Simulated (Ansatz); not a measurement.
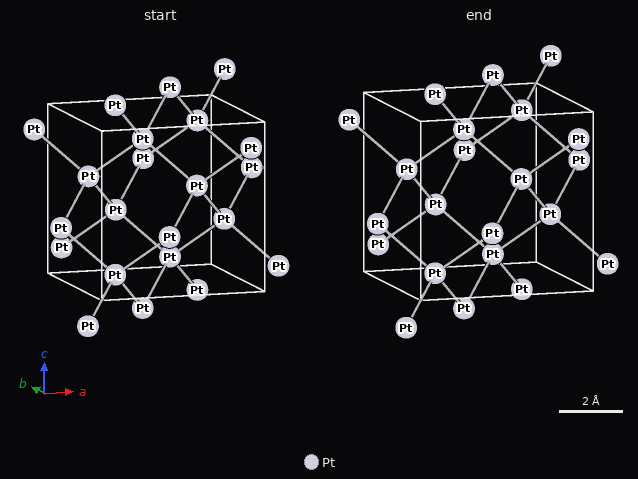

The structure of a crystal of Pt (a generated structure, set up in Fd-3m) before (left) and after (right) a relaxation, at one scale.

A ball-and-stick model of the conventional cell (4 times the calculation's cell), seen slightly off an axis. Lengths and directions refer to the drawn axes.

Phase: diamond.

Level of theory: DFT, PBE, plane waves (420 eV) with PAW, scalar-relativistic in Ansatz. (plane-wave cutoff 420 eV; k-point mesh 10 × 10 × 10; occupations fermi dirac; smearing width 0.05 eV; collinear spin; cell and atoms relaxed; force threshold 0.01 eV/Å; at most 60 steps)

What changed between the two?

After 4 accepted moves (6 points after the start) the energy has fallen by 292 meV per atom. All forces vanish by symmetry, so only the cell relaxes. Pressure: 30.05 GPa at the start and 0.00 GPa at the end. At 2 points the geometry stayed and the basis and grid were re-selected for the new cell (energy shift of 1.3 meV per atom at most each time). No atom moves by more than 0.005 Å relative to the cell. The volume changes by +18.1 %, with a = b = c 5.463 → 5.775 Å (+5.7 %). Some distances before and after: Pt–Pt 2.365 → 2.501 Å. The space group stays Fd-3m (No. 227). The program noted that the starting moments weren't kept.
